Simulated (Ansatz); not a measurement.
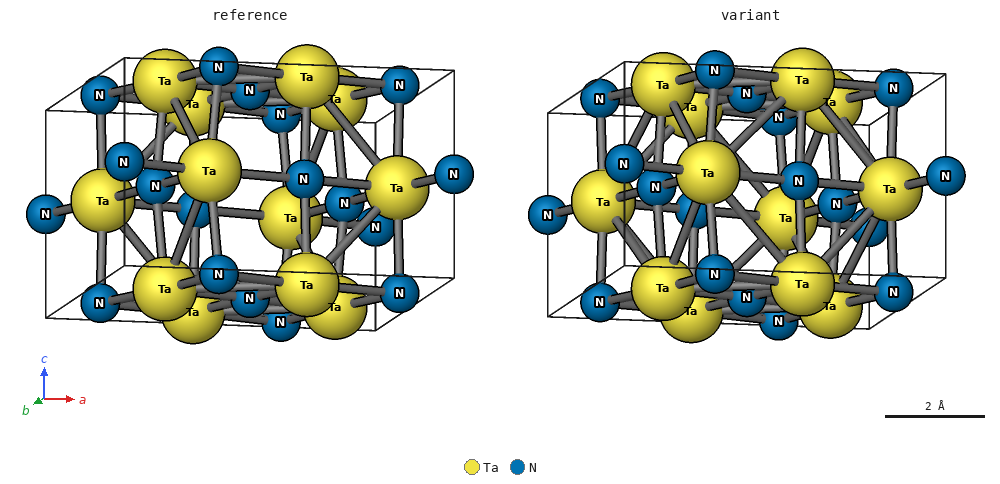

Left: crystalline Ta₄N₅ (set up in I4/m). Right: the same structure after one change, at the same scale. A ball-and-stick model of the conventional cell (2 times the calculation's cell), seen from a free direction. Lengths and directions refer to the drawn axes.

Level of theory: DFT r2SCAN, scalar-relativistic, plane waves, PAW in Ansatz. Set-up: plane-wave cutoff 500 eV; k-point mesh 10 × 10 × 10; occupations gaussian; smearing width 0.1 eV; no spin polarisation.

The crystal is put under a hydrostatic pressure of 25 GPa. Cell and atoms are relaxed at that pressure.

How do the computed properties respond?

Answer. Cell: a = b 6.865 → 6.693 Å (−2.5 %), c 4.264 → 4.183 Å (−1.9 %). Volume −6.7 %. The largest moves relative to the cell, 0.037 Å, are those of N atoms. By element the largest moves are N 0.037 Å, Ta 0.013 Å. Among the bonded contacts that change: Ta–Ta 3.168 → 3.085 Å, N–Ta 2.200 → 2.136 Å, Ta–Ta 2.932 → 2.874 Å, Ta–Ta 2.946 → 2.890 Å. The space group stays I4/m (No. 87). It costs 55.2 meV per atom. Pressure: 0.0 GPa before, 25.0 GPa after.
